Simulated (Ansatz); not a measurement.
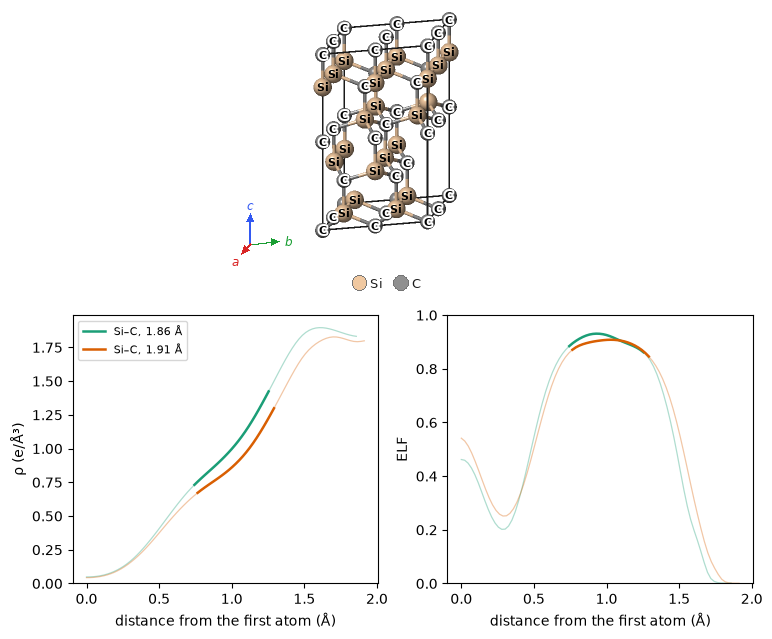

Figure. Si16C15 (cell charge −1, with a compensating background) (cell with a defect). Valence pseudo-density and electron localisation function along straight lines between neighbouring atoms. Thin, pale parts lie inside the atomic spheres. The structure is drawn too.

The program warned that a starting moment wasn't kept; spin-polarised.

Level of theory: Ansatz, DFT LDA, scalar-relativistic, plane waves, PAW.

The density is the valence pseudo-density of a PAW calculation; it isn't the true density close to the nuclei.

The calculation's input:

```
crystal:
  lattice:
    - [3.0584217931, -5.2973419482, 0.0]
    - [-6.1168435962, 5.7e-09, 0.0]
    - [0.0, 0.0, -10.0121483307]
  atoms:
    - { symbol: Si, position: [0.3336975163, 0.1679730264, 0.0642236451], spin: 0.75 }
    - { symbol: Si, position: [0.8329745188, 0.1664611892, 0.0622591281] }
    - { symbol: Si, position: [0.3352169727, 0.6686937539, 0.0622627972] }
    - { symbol: Si, position: [0.8330089316, 0.6686440331, 0.0622719371] }
    - { symbol: Si, position: [0.1673875461, 0.3342761742, 0.5625684326] }
    - { symbol: Si, position: [0.6665471695, 0.3342908665, 0.5625995749] }
    - { symbol: Si, position: [0.1673808849, 0.835134647, 0.5625842162] }
    - { symbol: Si, position: [0.6670530277, 0.8344974631, 0.5621437337] }
    - { symbol: Si, position: [0.0139480936, 0.0080011975, 0.3127454381], spin: 0.75 }
    - { symbol: Si, position: [0.4936667663, 0.0081733847, 0.3128108178], spin: 0.75 }
    - { symbol: Si, position: [0.0004824237, 0.5012901472, 0.3112471] }
    - { symbol: Si, position: [0.4935156784, 0.4872848891, 0.3127547869], spin: 0.75 }
    - { symbol: Si, position: [0.5006984732, 0.5018104051, 0.8123086883] }
    - { symbol: Si, position: [1.0004294895, 0.5012406869, 0.8126057128] }
    - { symbol: Si, position: [0.5006947998, 1.0009369538, 0.8123184261] }
    - { symbol: Si, position: [0.9997657988, 1.0009068778, 0.812297011] }
    - { symbol: C, position: [0.8346049386, 0.1696057704, 0.2499920894] }
    - { symbol: C, position: [0.3321237848, 0.6671367385, 0.2499927805] }
    - { symbol: C, position: [0.8346293572, 0.6670935466, 0.2500009085] }
    - { symbol: C, position: [0.1668682613, 0.3347166718, 0.7505168086] }
    - { symbol: C, position: [0.6674735399, 0.3347525941, 0.7505430408] }
    - { symbol: C, position: [0.1668736771, 0.8341980592, 0.7505293635] }
    - { symbol: C, position: [0.6670455411, 0.8345379923, 0.7489487994] }
    - { symbol: C, position: [0.5010276044, 0.5023618811, 0.5017233001] }
    - { symbol: C, position: [1.0004269745, 0.5012413264, 0.4997362555] }
    - { symbol: C, position: [0.5010488964, 1.0006656088, 0.5017395817] }
    - { symbol: C, position: [0.9992299912, 1.0006240768, 0.5016879036] }
    - { symbol: C, position: [-0.0017660123, 0.0001785371, 0.9979051535] }
    - { symbol: C, position: [0.5014447382, 0.0002401053, 0.9979221303] }
    - { symbol: C, position: [0.0004118982, 0.5012619701, 0.9993648868] }
    - { symbol: C, position: [0.5014948273, 0.5034294034, 0.9979024637] }
  host:
    lattice:
      - [3.0584217981, -2.9e-09, 0.0]
      - [-1.5292108966, 2.6486709741, 0.0]
      - [0.0, 0.0, 10.0121483307]
    atoms:
      - { symbol: Si, position: [0.6666666667, 0.3333333333, 0.9378414607] }
      - { symbol: Si, position: [0.3333333333, 0.6666666667, 0.4378414607] }
      - { symbol: Si, position: [0.0, 0.0, 0.6879005828] }
      - { symbol: Si, position: [0.0, 0.0, 0.1879005828] }
      - { symbol: C, position: [0.6666666667, 0.3333333333, 0.7498077819] }
      - { symbol: C, position: [0.3333333333, 0.6666666667, 0.2498077819] }
      - { symbol: C, position: [0.0, 0.0, 0.5004491746] }
      - { symbol: C, position: [0.0, 0.0, 0.0004491746] }
total_charge: -1
basis:
  ecutwfc: 420
  xc_grid: 2
kpoints:
  mp_grid: { grid: [2, 2, 2], shift: [0.0, 0.0, 0.0] }
hamiltonian:
  xc: lda
scf:
  occupations: { method: gaussian, width: 0.01 }
output:
  forces: true
  stress: false
  eigenvalues: true
  populations: true
  charged_corrections:
    defect_position: [0.33333333, 0.16666667, 0.25019222]
    epsilon: [[10.2735, 0.0, 0.0], [0.0, 10.2735, 0.0], [0.0, 0.0, 10.9573]]
  write_density: true
  write_potential: true
  elf: true
  volumetric_format: npy
magnetization:
  spin_polarized: true
relax:
  adjacent_minimum: "off"
  f_tol: 0.025
  max_steps: 45
```

Command:

```sh
ansatz run input.yaml --threads 4 --pin off --max-ram 8192MiB --backend cpu --events-out ev --progress --plain --runs-dir out
```

The fields are those of the relaxed geometry.

Compare the contacts.

Answer. Si–C (1.86 Å): ρ at the midpoint is about 0.92 e/Å³; the ELF peaks at about 0.95 between the atoms.
Si–C (1.91 Å): the density is about 0.82 e/Å³ at the midpoint; the ELF peaks at about 0.90 between the atoms.
